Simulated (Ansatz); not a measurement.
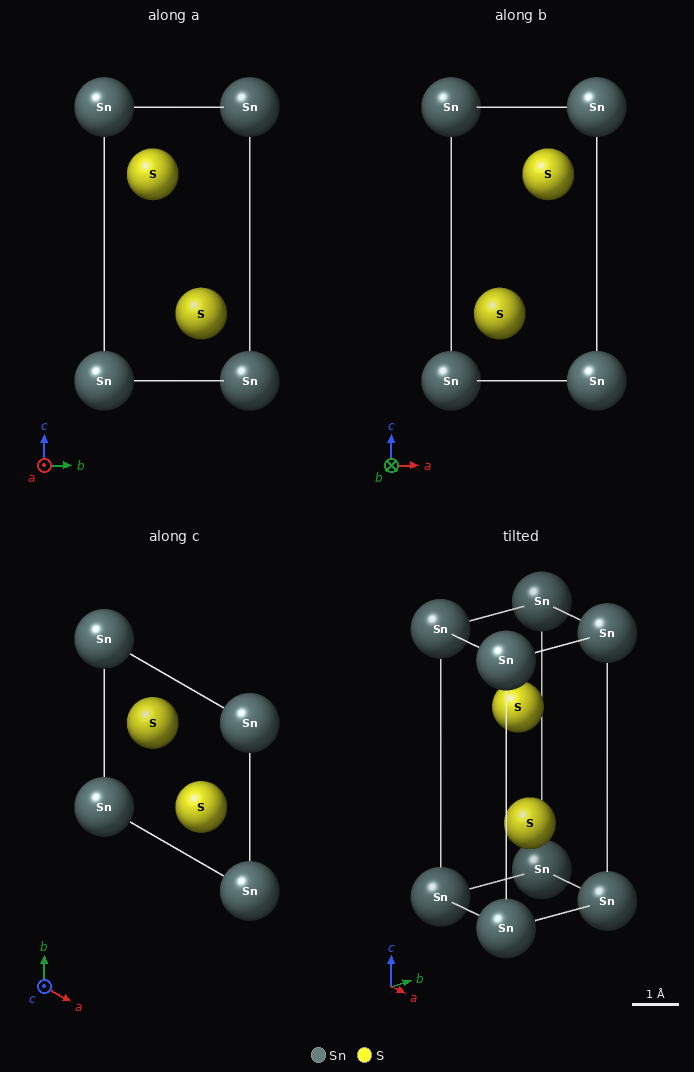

The image is a spheres-only drawing of a crystal, viewed along the a axis, along the b axis, along the c axis and slightly off an axis. The frame is the conventional unit cell; atoms at its boundary are shown with their periodic copies.

Lattice parameters: a = 3.661 Å, b = 3.661 Å, c = 5.962 Å, α = 90.00°, β = 90.00°, γ = 120.00°.

**Express the structure as a table of Wyckoff sites, with free fractional coordinates to two decimals.**

Space group P-3m1 (No. 164).
| atom | site | x | y | z |
| --- | --- | --- | --- | --- |
| Sn | 1a | 0.00 | 0.00 | 0.00 |
| S | 2d | 0.3333 | 0.6667 | 0.25 |

The initial geometry was a structure type filled with these elements by a generator (whether the compound takes this form wasn't checked). Earlier steps of the study may have refined or changed the cell and positions. An electronic-structure calculation with Ansatz was run on it.

At this level of theory the cell isn't at rest (forces up to 0.9 eV/Å), so its distances can differ from those at equilibrium, the more so the softer the solid.
